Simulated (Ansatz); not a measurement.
**Si: densities and their changes**

Space group I4/mmm. This isn't the usual form at ambient conditions. The cell comes from a database of computed structures, not from a measurement.

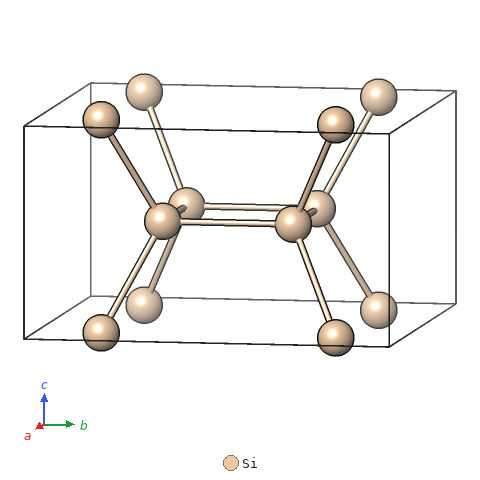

The conventional cell.

Input

```
crystal:
  lattice:
    - [0.0, 0.0, 3.84477132]
    - [-3.32544429, 3.32544429, 1.92238566]
    - [-3.32544429, -3.32544429, 1.92238566]
  atoms:
    - { symbol: Si, position: [0.17880106, 0.0, 0.64239788] }
    - { symbol: Si, position: [0.82119894, 0.0, 0.35760212] }
    - { symbol: Si, position: [0.82119894, 0.35760212, 0.0] }
    - { symbol: Si, position: [0.17880106, 0.64239788, 0.0] }
basis:
  ecutwfc: 500
  fft_grid_basis: typed
kpoints:
  mp_grid: { grid: [10, 10, 10] }
hamiltonian:
  xc: pbe
  pseudopotentials: { kind: paw }
scf:
  occupations: { method: gaussian, width: 0.05 }
output:
  forces: true
  stress: true
  eigenvalues: true
  bader: true
  write_density: true
  volumetric_format: npy
  elf: true
```

Launched as:

```sh
ansatz run input.yaml --threads 2 --pin off --max-ram 4096MiB --backend cpu --events-out ev --progress --plain --runs-dir out
```

The picture shows the conventional cell (a = 6.65 Å, b = 6.65 Å, c = 3.84 Å, α = 90.00°, β = 90.00°, γ = 90.00°).

Theory: DFT PBE, scalar-relativistic, plane waves, PAW in Ansatz.

Core electrons are frozen (PAW), so the maps are meaningful between the atoms, not at the nuclei.

## 1. Bonding charge

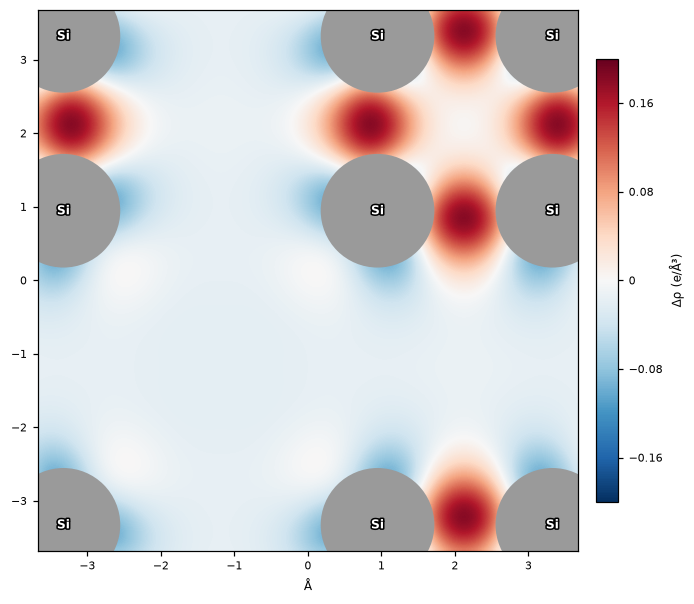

Deformation density (self-consistent density less superposed neutral spherical atoms): a map on the (001) plane of the conventional cell, with grey discs over the atomic cores. Cores are masked to 0.8 Å (Si).

Question: Describe the bonding charge.

Answer: Si–Si (2.34 Å): Δρ is +0.2 e/Å³ at the midpoint, where it peaks: covalent bond charge.
Over the whole cell, outside the masked cores, the largest gain, 0.2 e/Å³, lies 1.2 Å from a silicon nucleus, and the largest loss lies at the edge of the masked core of Si.
In all about 0.29 e an atom is rearranged against the free atoms.

## 2. Moving an atom

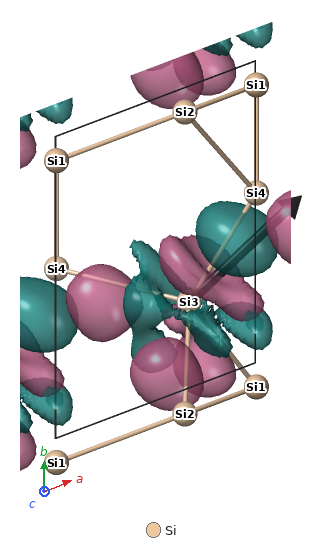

Si3 was moved by 0.10 Å roughly along [2 1 0] in the axes of the cell drawn (arrow, not to scale). Change of the density less the rigid motion of the neutral atom's own density: teal surfaces at +0.006 and pink ones at −0.006 e/Å³, in the cell of the calculation (origin moved) seen along the c axis.

Question: Describe the electronic response.

Answer: About 0.08 e is rearranged in the cell. Outside the cores the largest gain, 0.04 e/Å³, lies 1.0 Å from a silicon nucleus, and the largest loss, 0.03 e/Å³, lies 0.9 Å from a silicon nucleus.

Question: How much does the computed force on the atom change?

Answer: The force on it changes by 1.47 eV/Å along the move, against it: a stiffness of about 15 eV/Å² for this sublattice shift.

## 3. Change of volume

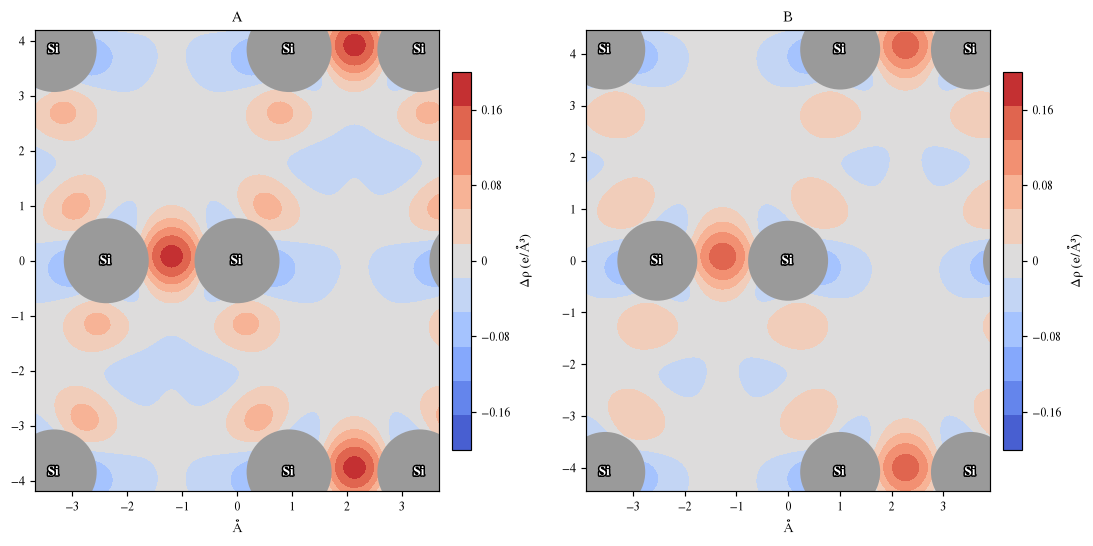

Si: deformation density on the (101) plane of the conventional cell at two volumes, with the same fractional coordinates and one colour scale. Grey discs cover the cores.

Question: Which panel is the larger cell, by how much, and what changes?

Answer: B is the larger cell: B has 120 % of the volume of A.
- From A to B, Si–Si goes from 2.34 to 2.49 Å, and Δρ at its midpoint from +0.2 to +0.16 e/Å³.
- The pressure is 1.4 GPa in A and −9.4 GPa in B.
- The rearranged charge is 0.29 e an atom in A and 0.27 e in B.

## 4. Putting it together

The two pressures give a mean stiffness −ΔP/Δln V of about 59 GPa over this range, with the atoms held at their fractional positions.

Run times: 37 s (base cell), 110 s (moved atom) and 37 s (scaled cell), on 2 threads of Arm Neoverse N1 (shared host).
